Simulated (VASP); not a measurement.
**Geometry relaxation, with input and output: SnSe2 (part 1 of 2)**

The run: geometry relaxation of SnSe2 (P-3m1, 3 atoms in the cell). Method and program: Kohn-Sham DFT of a periodic cell, PBE, VASP PAW PBE potentials, recommended, no spin polarisation (VASP 6.6.1).

The structure derives from an entry of the Crystallography Open Database.

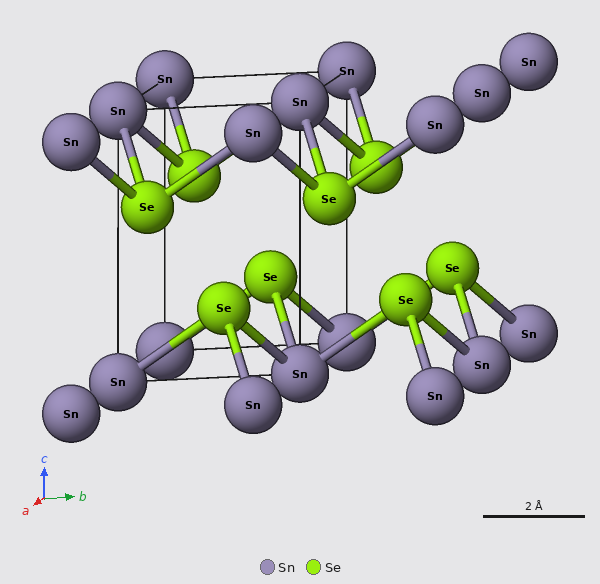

Figure 1. The starting structure (ball-and-stick view of the cell of the calculation, repeated 2 × 2 × 1, seen slightly off an axis). Near neighbours in the crystal (not all of them lie inside the picture): Sn has 6 Se at 2.69 Å; Se has 3 Sn at 2.69 Å.

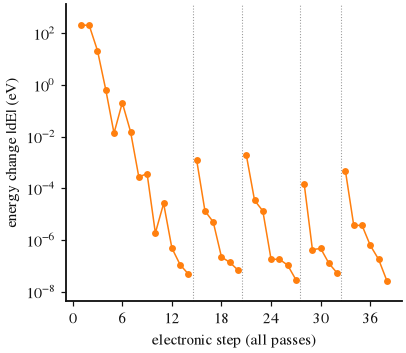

Figure 2. Convergence of the self-consistent field: energy change |dE| against the electronic step. Each stretch between dotted lines is the SCF of one geometry step of a relaxation. The 5 ionic steps take 5 to 14 electronic steps each. The density is held fixed in the first few steps, and dE rises again when its update begins.

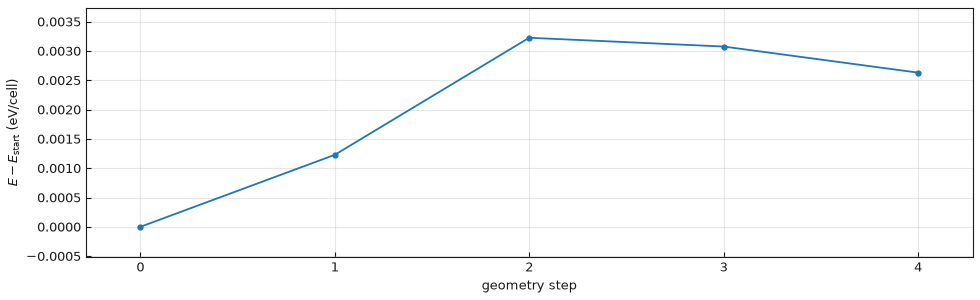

Figure 3. Progress of the relaxation, step by step (steps are counted from 0). After 4 geometry steps the energy has risen by 2.6 meV per cell of the calculation. The largest force component goes from 0.0069 to 0.00063 eV/Å. No atom moves by more than 0.005 Å relative to the cell. Cell: a = b 3.758 → 3.759 Å (0.0 %), c 5.483 → 5.477 Å (−0.1 %). Volume −0.1 %. The space group stays P-3m1 (No. 164).

The input and output of the run follow.

## INCAR
```
SYSTEM = SnSe2
PREC = Accurate
ENCUT = 600
EDIFF = 1E-7
ISMEAR = 0
SIGMA = 0.03
LREAL = .FALSE.
LASPH = .TRUE.
NELM = 80
ALGO = Normal
ISIF = 3
LWAVE = .FALSE.
LCHARG = .FALSE.
GGA = PE
IBRION = 2
NSW = 90
EDIFFG = -0.005
PSTRESS = 100.0
```

## KPOINTS
```
Automatic mesh
0
G
  9 9 5
  0 0 0
```

## POSCAR
```
SnSe2                                   
1.0
    3.7583013224     -0.0000000000     -0.0000000000
   -1.8791506612      3.2547844201     -0.0000000000
   -0.0000000000     -0.0000000000      5.4829425325
  Sn              Se            
     1     2
Direct
     0.0000000000000000    0.0000000000000000    0.0000000000000000
     0.3333333332999970    0.6666666667000030    0.2894510562615417
     0.6666666667000030    0.3333333332999970    0.7105489437384582
```

Run as:
```bash
cat potpaw_PBE.64/Sn_d/POTCAR potpaw_PBE.64/Se/POTCAR > POTCAR
mpirun -np 1 vasp_std > vasp.out
```

## OSZICAR
```
N       E                     dE             d eps       ncg     rms          rms(c)
DAV:   1     0.208652703164E+03    0.20865E+03   -0.13797E+04  1701   0.203E+03
DAV:   2     0.100314509087E+02   -0.19862E+03   -0.19515E+03  1868   0.439E+02
DAV:   3    -0.110211218165E+02   -0.21053E+02   -0.20332E+02  2149   0.122E+02
DAV:   4    -0.116710350877E+02   -0.64991E+00   -0.64870E+00  2106   0.225E+01
DAV:   5    -0.116845520864E+02   -0.13517E-01   -0.13514E-01  2524   0.334E+00    0.564E+00
DAV:   6    -0.114817278090E+02    0.20282E+00   -0.51189E-01  2599   0.799E+00    0.362E+00
DAV:   7    -0.114662955587E+02    0.15432E-01   -0.13947E-01  2144   0.269E+00    0.104E+00
DAV:   8    -0.114665682366E+02   -0.27268E-03   -0.11364E-02  2061   0.113E+00    0.280E-01
DAV:   9    -0.114669349066E+02   -0.36667E-03   -0.14903E-03  1912   0.287E-01    0.806E-02
DAV:  10    -0.114669367544E+02   -0.18478E-05   -0.12425E-04  2316   0.878E-02    0.278E-02
DAV:  11    -0.114669625296E+02   -0.25775E-04   -0.49301E-05  1828   0.442E-02    0.864E-03
DAV:  12    -0.114669630122E+02   -0.48262E-06   -0.20795E-06  2325   0.116E-02    0.655E-03
DAV:  13    -0.114669629031E+02    0.10912E-06   -0.10255E-06  1852   0.755E-03    0.156E-03
DAV:  14    -0.114669629506E+02   -0.47518E-07   -0.42502E-08  1328   0.144E-03
   1 F= -.72807922E+01 E0= -.72806654E+01  d E =-.728079E+01
       N       E                     dE             d eps       ncg     rms          rms(c)
DAV:   1    -0.114657522066E+02    0.12107E-02   -0.91706E-04  1969   0.349E-01    0.250E-02
DAV:   2    -0.114657390190E+02    0.13188E-04   -0.56059E-05  2180   0.104E-01    0.136E-02
DAV:   3    -0.114657340666E+02    0.49524E-05   -0.11640E-05  2147   0.568E-02    0.341E-03
DAV:   4    -0.114657342838E+02   -0.21721E-06   -0.11295E-06  2451   0.103E-02    0.151E-03
DAV:   5    -0.114657344198E+02   -0.13601E-06   -0.48663E-08  1003   0.311E-03    0.554E-04
DAV:   6    -0.114657344875E+02   -0.67716E-07   -0.31787E-08   945   0.222E-03
   2 F= -.72808005E+01 E0= -.72806749E+01  d E =-.826738E-05
       N       E                     dE             d eps       ncg     rms          rms(c)
DAV:   1    -0.114637842174E+02    0.19502E-02   -0.24064E-03  1960   0.565E-01    0.406E-02
DAV:   2    -0.114637501955E+02    0.34022E-04   -0.14723E-04  2156   0.168E-01    0.220E-02
DAV:   3    -0.114637369917E+02    0.13204E-04   -0.30481E-05  2133   0.918E-02    0.551E-03
DAV:   4    -0.114637371679E+02   -0.17628E-06   -0.29770E-06  2465   0.166E-02    0.245E-03
DAV:   5    -0.114637373473E+02   -0.17935E-06   -0.13562E-07  1334   0.500E-03    0.909E-04
DAV:   6    -0.114637374530E+02   -0.10568E-06   -0.74421E-08   946   0.333E-03    0.252E-04
DAV:   7    -0.114637374240E+02    0.28946E-07   -0.18714E-08   892   0.207E-03
   3 F= -.72808057E+01 E0= -.72806813E+01  d E =-.135256E-04
       N       E                     dE             d eps       ncg     rms          rms(c)
DAV:   1    -0.114638883754E+02   -0.15092E-03   -0.12643E-04  1717   0.827E-02    0.746E-03
DAV:   2    -0.114638879538E+02    0.42154E-06   -0.74243E-06  1900   0.282E-02    0.393E-03
DAV:   3    -0.114638874872E+02    0.46664E-06   -0.72786E-07  2263   0.112E-02    0.162E-03
DAV:   4    -0.114638873636E+02    0.12357E-06   -0.10672E-07   960   0.449E-03    0.503E-04
DAV:   5    -0.114638873118E+02    0.51813E-07   -0.61190E-08   878   0.235E-03
   4 F= -.72808088E+01 E0= -.72806844E+01  d E =-.304353E-05
       N       E                     dE             d eps       ncg     rms          rms(c)
DAV:   1    -0.114643407600E+02   -0.45340E-03   -0.11398E-03  1716   0.250E-01    0.225E-02
DAV:   2    -0.114643371128E+02    0.36472E-05   -0.66721E-05  1911   0.847E-02    0.118E-02
DAV:   3    -0.114643334589E+02    0.36539E-05   -0.67352E-06  2497   0.338E-02    0.482E-03
DAV:   4    -0.114643328454E+02    0.61350E-06   -0.11534E-06  2445   0.135E-02    0.150E-03
DAV:   5    -0.114643326663E+02    0.17915E-06   -0.67775E-08  1046   0.488E-03    0.405E-04
DAV:   6    -0.114643326396E+02    0.26636E-07   -0.86103E-08   915   0.400E-03
   5 F= -.72808138E+01 E0= -.72806889E+01  d E =-.810365E-05
```

## Parts of OUTCAR
```
SYSTEM = SnSe2
   PREC = Accurate
   ENCUT = 600
   EDIFF = 1E-7
   ISMEAR = 0
   LREAL = .FALSE.
   LASPH = .TRUE.
   NELM = 80
   ISIF = 3
   GGA = PE
   IBRION = 2
   NSW = 90
   EDIFFG = -0.005
   PSTRESS = 100.0

 ion  position               nearest neighbor table
   1  0.000  0.000  0.000-   2 2.69   3 2.69   2 2.69   3 2.69   3 2.69   2 2.69
   2  0.333  0.667  0.289-   1 2.69   1 2.69   1 2.69
   3  0.667  0.333  0.711-   1 2.69   1 2.69   1 2.69

  LATTYP: Found a hexagonal cell.
 ALAT       =     3.7583013224
 C/A-ratio  =     1.4588884877

  Lattice vectors:

 A1 = (   3.7583013224,   0.0000000000,   0.0000000000)
 A2 = (  -1.8791506612,   3.2547844201,   0.0000000000)
 A3 = (   0.0000000000,   0.0000000000,   5.4829425325)

Analysis of symmetry for initial positions (statically):
=====================================================================
 Subroutine PRICEL returns:
 Original cell was already a primitive cell.

 Routine SETGRP: Setting up the symmetry group for a
 hexagonal supercell.

 Subroutine GETGRP returns: Found 12 space group operations
 (whereof 12 operations were pure point group operations)
 out of a pool of 24 trial point group operations.

The static configuration has the point symmetry D_3d.

Analysis of symmetry for dynamics (positions and initial velocities):
=====================================================================
 Subroutine PRICEL returns:
 Original cell was already a primitive cell.

 Routine SETGRP: Setting up the symmetry group for a
 hexagonal supercell.

 Subroutine GETGRP returns: Found 12 space group operations
 (whereof 12 operations were pure point group operations)
 out of a pool of 24 trial point group operations.

The dynamic configuration has the point symmetry D_3d.

 Subroutine INISYM returns: Found 12 space group operations
 (whereof 12 operations are pure point group operations),
 and found     1 'primitive' translations

----------------------------------------------------------------------------------------

                                     Primitive cell

  volume of cell :      67.0699

  direct lattice vectors                    reciprocal lattice vectors
     3.758301322  0.000000000  0.000000000     0.266077654  0.153620005  0.000000000
    -1.879150661  3.254784420  0.000000000     0.000000000  0.307240011  0.000000000
     0.000000000  0.000000000  5.482942533     0.000000000  0.000000000  0.182383819

  length of vectors
     3.758301322  3.758301322  5.482942533     0.307240011  0.307240011  0.182383819

  position of ions in fractional coordinates (direct lattice)
     0.000000000  0.000000000  0.000000000
     0.333333333  0.666666667  0.289451056
     0.666666667  0.333333333  0.710548944

  ion indices of the primitive-cell ions
   primitive index   ion index
                 1           1
                 2           2
                 3           3

----------------------------------------------------------------------------------------

 KPOINTS: Automatic mesh

Automatic generation of k-mesh.
 Grid dimensions read from file:
 generate k-points for:    9    9    5

 Generating k-lattice:

  Cartesian coordinates                     Fractional coordinates (reciprocal lattice)
     0.029564184  0.017068889  0.000000000     0.111111111  0.000000000  0.000000000
     0.000000000  0.034137779  0.000000000     0.000000000  0.111111111  0.000000000
     0.000000000  0.000000000  0.036476764     0.000000000  0.000000000  0.200000000

  Length of vectors
     0.034137779  0.034137779  0.036476764

  Shift w.r.t. Gamma in fractional coordinates (k-lattice)
     0.000000000  0.000000000  0.000000000

 Subroutine IBZKPT returns following result:
 ===========================================

 Found     50 irreducible k-points:

 Following reciprocal coordinates:
            Coordinates               Weight
  0.000000  0.000000  0.000000      1.000000
  0.111111  0.000000  0.000000      6.000000
  0.222222  0.000000  0.000000      6.000000
  0.333333  0.000000  0.000000      6.000000
  0.444444  0.000000  0.000000      6.000000
  0.111111  0.111111  0.000000      6.000000
  0.222222  0.111111  0.000000     12.000000
  0.333333  0.111111  0.000000     12.000000
  0.444444  0.111111  0.000000      6.000000
  0.222222  0.222222  0.000000      6.000000
  0.333333  0.222222  0.000000     12.000000
  0.333333  0.333333  0.000000      2.000000
  0.000000  0.000000  0.200000      2.000000
  0.111111  0.000000  0.200000      6.000000
  0.000000  0.111111  0.200000      6.000000
  0.222222  0.000000  0.200000      6.000000
  0.000000  0.222222  0.200000      6.000000
  0.333333  0.000000  0.200000      6.000000
  0.000000  0.333333  0.200000      6.000000
  0.444444  0.000000  0.200000      6.000000
  0.000000  0.444444  0.200000      6.000000
  0.111111  0.111111  0.200000     12.000000
  0.222222  0.111111  0.200000     12.000000
 -0.111111  0.333333  0.200000     12.000000
 [... further k-points ...]
   k-points           NKPTS =     50   k-points in BZ     NKDIM =     50   number of bands    NBANDS=     17
   number of dos      NEDOS =    301   number of ions     NIONS =      3
   total plane-waves  NPLWV =  43200
   dimension x,y,z NGX =    30 NGY =   30 NGZ =   48
   dimension x,y,z NGXF=    60 NGYF=   60 NGZF=   96
   ions per type =               1   2
   NGX,Y,Z   is equivalent  to a cutoff of  13.27, 13.27, 14.55 a.u.
   NGXF,Y,Z  is equivalent  to a cutoff of  26.54, 26.54, 29.11 a.u.
 SYSTEM =  SnSe2
   PREC   = accura    normal or accurate (medium, high low for compatibility)
   ISTART =      0    job   : 0-new  1-cont  2-samecut
   ICHARG =      2    charge: 1-file 2-atom 10-const
   ISPIN  =      1    spin polarized calculation?
   LNONCOLLINEAR =      F non collinear calculations
   LSORBIT =      F    spin-orbit coupling
   LASPH  =      T    aspherical Exc in radial PAW
   ENCUT  =  600.0 eV  44.10 Ry    6.64 a.u.   7.51  7.51 10.95*2*pi/ulx,y,z
   NELM   =     80;   NELMIN=  2; NELMDL= -5     # of ELM steps
   EDIFF  = 0.1E-06   stopping-criterion for ELM
   LREAL  =      F    real-space projection
   EDIFFG = -.5E-02   stopping-criterion for IOM
   NSW    =     90    number of steps for IOM
   IBRION =      2    ionic relax: 0-MD 1-quasi-New 2-CG
   NFREE  =      1    steps in history (QN), initial steepest desc. (CG)
   ISIF   =      3    stress and relaxation
   ISYM   =      2    0-nonsym 1-usesym 2-fastsym
   POTIM  = 0.5000    time-step for ionic-motion
   TEBEG  =    0.0;   TEEND  =   0.0 temperature during run
   PSTRESS=  100.0 pullay stress
   NELECT =      26.0000    total number of electrons
   NUPDOWN=      -1.0000    fix difference up-down
   EMIN   =  10.00;   EMAX   =-10.00  energy-range for DOS
   EFERMI =   0.00;   METHOD = LEGACY
   ISMEAR =     0;   SIGMA  =   0.03  broadening in eV -4-tet -1-fermi 0-gaus
   EFERMI_NEDOS =   21; number of points for ismear=-14 and -15
   IALGO  =     38    algorithm
   IMIX   =      4    mixing-type and parameters
     AMIX     =   0.40;   BMIX     =  1.00
     AMIX_MAG =   1.60;   BMIX_MAG =  1.00
  volume/ion in A,a.u.               =      22.36       150.87
  Fermi-wavevector in a.u.,A,eV,Ry     =   1.193686  2.255739 19.386755  1.424886
  Thomas-Fermi vector in A             =   2.329694
   LORBIT       =      0    0 simple, 1 ext, 2 COOP (PROOUT), +10 PAW based schemes
   GGA     = PE    functional components
   LHFCALC =     F    Hartree Fock is set to
   AEXX    =    0.0000 exact exchange contribution
   IVDW    =     0    specifies the selected vdW correction
   LEPSILON=     F    determine dielectric tensor
   LRPA    =     F    only Hartree local field effects (RPA)
 conjugate gradient relaxation of ions
 non-spin polarized calculation
 Gauss-broadening in eV      SIGMA  =   0.03
  energy-cutoff  :      600.00
  volume of cell :       67.07
 maximum number of plane-waves:      2260
 NGX is ok and might be reduce to    30
   NGX = 15   NGY = 15   NGZ = 21

--------------------------------------- Ionic step        1  -------------------------------------------

 number of electron      26.0000003 magnetization

 Free energy of the ion-electron system (eV)
  ---------------------------------------------------
  ext. energy  EPLUGINS =         0.00000000
  ---------------------------------------------------
  free energy    TOTEN  =       -11.46696295 eV

  energy without entropy =      -11.46670928  energy(sigma->0) =      -11.46683611

------------------------ aborting loop because EDIFF is reached ----------------------------------------

  FORCE on cell =-STRESS in cart. coord.  units (eV):
  Direction    XX          YY          ZZ          XY          YZ          ZX
  --------------------------------------------------------------------------------------
  -------------------------------------------------------------------------------------
  Total        4.1863021      4.1863021      4.1675364     -0.0000000     -0.0000000      0.0000000
  in kB      100.0031387    100.0031387     99.5548592     -0.0000000     -0.0000000      0.0000000
  external PRESSURE =      -0.1462878 kB  Pullay stress =     100.0000000 kB

 VOLUME and BASIS-vectors are now :
 -----------------------------------------------------------------------------
  energy-cutoff  :      600.00
  volume of cell :       67.07
      direct lattice vectors                 reciprocal lattice vectors
     3.758301322  0.000000000  0.000000000     0.266077654  0.153620005  0.000000000
    -1.879150661  3.254784420  0.000000000     0.000000000  0.307240011  0.000000000
     0.000000000  0.000000000  5.482942533     0.000000000  0.000000000  0.182383819

 POSITION                                       TOTAL-FORCE (eV/Angst)
```
